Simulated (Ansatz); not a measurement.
## Run report: SnO, geometry relaxation (part 3 of 3)

SnO (slab, 16 atoms in the cell); DFT r2SCAN, scalar-relativistic, plane waves, PAW, no spin polarisation (Ansatz 0.2.0); cutoff 500 eV, 9×6×1 k-mesh, Gaussian smearing of 0.05 eV. The structure derives from an entry of the Crystallography Open Database. It belongs to a series of runs on one base structure; here: (1 0 1) slab, atoms relaxed.

Geometry of the input (Å; fractional positions):
```
3.8080  0.0000  0.0000
0.0000  6.2327  0.0000
0.0000  0.0000  25.5512
O  0.0000  0.3733  0.2935
Sn 0.5000  0.2276  0.3210
Sn 0.0000  0.7056  0.3251
O  0.5000  0.5599  0.3525
O  0.0000  0.7466  0.4115
Sn 0.5000  0.6009  0.4389
Sn 0.0000  0.0789  0.4431
O  0.5000  0.9332  0.4705
O  0.0000  0.1199  0.5295
Sn 0.5000  0.9742  0.5569
Sn 0.0000  0.4522  0.5611
O  0.5000  0.3065  0.5885
O  0.0000  0.4932  0.6475
Sn 0.5000  0.3475  0.6749
Sn 0.0000  0.8255  0.6790
O  0.5000  0.6798  0.7065
```

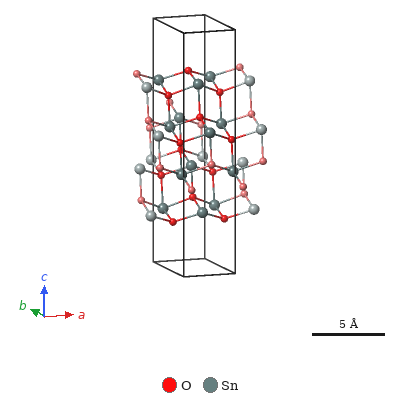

*The geometry at step 6 of the log (ball-and-stick view of the cell of the calculation, with the vacuum cut short, seen slightly off an axis; neighbours outside the cell are drawn fainter).*

### Summary

| quantity | value |
| --- | --- |
| outcome | converged |
| electrons treated | 160 |
| free energy | −52857.4883 eV |
| work function, top face | 4.07 eV |
| work function, bottom face | 4.07 eV |
| Fermi energy | 2.456 eV |
| gap on the k-point mesh | 0.75 eV |
| final volume | 606.44 Å³ |
| work function (upper face) | 4.07 eV |
| largest force (length of the vector) at the end | 0.018 eV/Å |
| hardware | 2 threads of Intel Xeon (Sapphire Rapids), 192 GiB of memory available, shared host |
| wall time | 16 min (CPU time 30 min) |
| peak memory | 3.1 GiB |

### Notes

The program warns: the exchange-correlation potential is rough where the density is thin.
